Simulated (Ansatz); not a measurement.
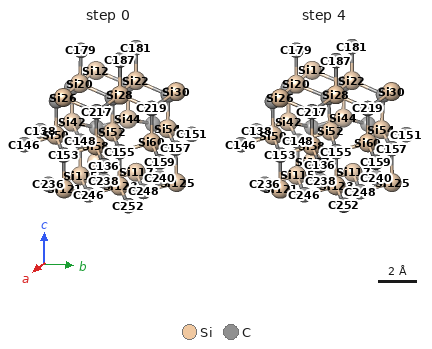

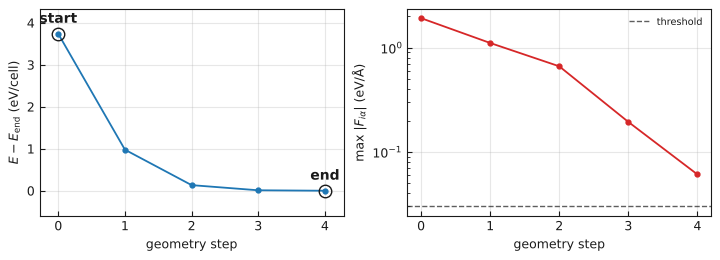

First and last geometry of a relaxation of a defect cell of composition Si₁₂₈C₁₂₇, with the history of the run. A ball-and-stick model of the atoms within 5.0 Å of the atom that moves most (axes of the cell of the calculation), seen slightly off an axis.

Theory: DFT, PBEsol, PAW, plane waves in Ansatz 0.2.0. (k-point mesh 1 × 1 × 1; mesh shifted by (0.25, 0.25, 0.25); atoms relaxed in a fixed cell; force threshold 0.03 eV/Å; at most 80 steps)

Question: Did the run converge, and what did it change?

Answer: The relaxation stopped without meeting its thresholds, so the last structure isn't shown to be converged. The largest moves, 0.13 Å, are those of Si atoms. Largest moves by element: Si 0.13 Å, C 0.08 Å. The cell stays as it was. Near-neighbour distances that change, for instance: C–Si 1.973 → 1.883 Å, C–Si 1.940 → 1.879 Å, C–Si 1.825 → 1.885 Å, C–Si 1.861 → 1.915 Å. Among the angles between lasting bonds that change: Si–C–Si 110.9° → 105.4°, C–Si–C 109.1° → 104.7°, C–Si–C 112.4° → 108.7°. After 4 geometry steps the energy has fallen by 3.738 eV per cell of the calculation. Largest force component: 1.9 eV/Å at the start, 0.061 eV/Å at the end. The program noted that the starting moments weren't kept.

| step | E − E(0), meV/atom | largest force component, eV/Å |
| --- | --- | --- |
| 0 | 0.00 | 1.9209 |
| 1 | -10.82 | 1.1101 |
| 2 | -14.14 | 0.6629 |
| 3 | -14.62 | 0.1940 |
| 4 | -14.66 | 0.0608 |
